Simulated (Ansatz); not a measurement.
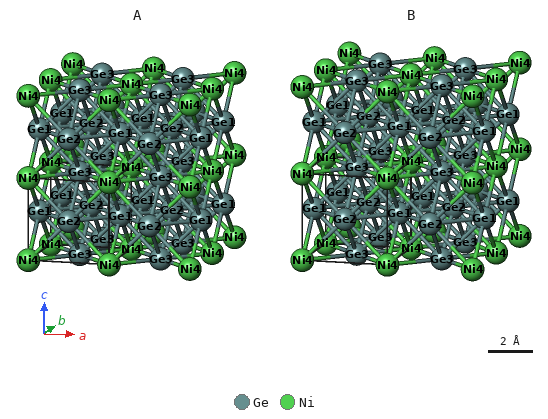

Two geometries of a crystal of NiGe$_{3}$ (built on the Cu3Au (L1_2) type) (coarse preliminary run), drawn at one scale. One is the start of a relaxation, the other its converged end. A ball-and-stick model of the cell of the calculation, repeated 2 × 2 × 2 with one cell outlined, seen slightly off an axis.

Method: Ansatz, DFT PBE, scalar-relativistic, plane waves, PAW. (plane-wave cutoff 420 eV; k-point mesh 6 × 6 × 6; occupations gaussian; smearing width 0.1 eV; no spin polarisation; cell and atoms relaxed; force threshold 0.05 eV/Å; at most 80 steps)

> Which of the two is the end point?

Structure B is the relaxed one. The atoms keep their places relative to the cell (all moves are under 0.005 Å). The volume changes by +17.2 %, with a = b = c 3.825 → 4.033 Å (+5.4 %). Some distances before and after: Ge1–Ni4 2.704 → 2.852 Å, Ge1–Ge2 2.704 → 2.852 Å. The space group stays Pm-3m (No. 221). Over 2 accepted moves (3 points after the start) the energy falls by 132 meV per atom. All forces vanish by symmetry, so only the cell relaxes. Pressure: 19.70 GPa at the start and 0.49 GPa at the end. At 1 point the geometry stayed and the basis and grid were re-selected for the new cell (energy shift of 1.2 meV per atom at most each time).
